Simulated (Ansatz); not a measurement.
System WSe2 (space group P-6m2, No. 187); source of the atomic positions: coordinates from a relaxation with DFT PBEsol, scalar-relativistic, plane waves, PAW (Ansatz).

```yaml
crystal:
  lattice:
    - [3.27025, 0.00000, 0.00000]
    - [-1.63513, 2.83212, 0.00000]
    - [0.00000, 0.00000, 16.66122]
  atoms:
    - { symbol: W, position: [0.00000, 0.00000, 0.00000] }
    - { symbol: Se, position: [0.33333, 0.66667, 0.10040] }
    - { symbol: Se, position: [0.33333, 0.66667, 0.89960] }
```

Describe the stacking along c, naming the columns A, B, C as they first turn up.

W(A) – Se(B) – Se(B) (three layers in 16.66 Å).

Se layers alone: BB, a sequence in which some neighbouring layers lie directly above each other.

W: one trigonal-prismatic site (per hexagonal cell). One of the two gaps between Se layers is empty, 13.32 Å wide.

Polytype symbol 1H, the symbol of a layered MX2 polytype (number of slabs in the repeat and lattice).

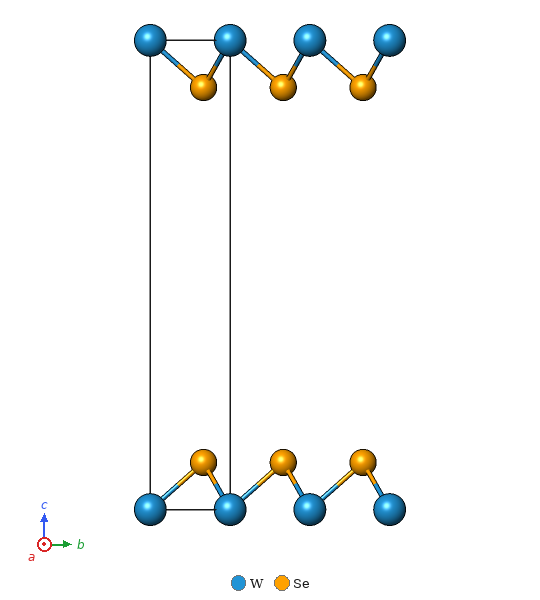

The picture looks along a close-packed row of the hexagonal mesh; c points upwards. Every atom sits on one of the three columns of the mesh; call them A, B, C in the order in which they first turn up. The sequence starts with the first layer at or above the cell's origin.
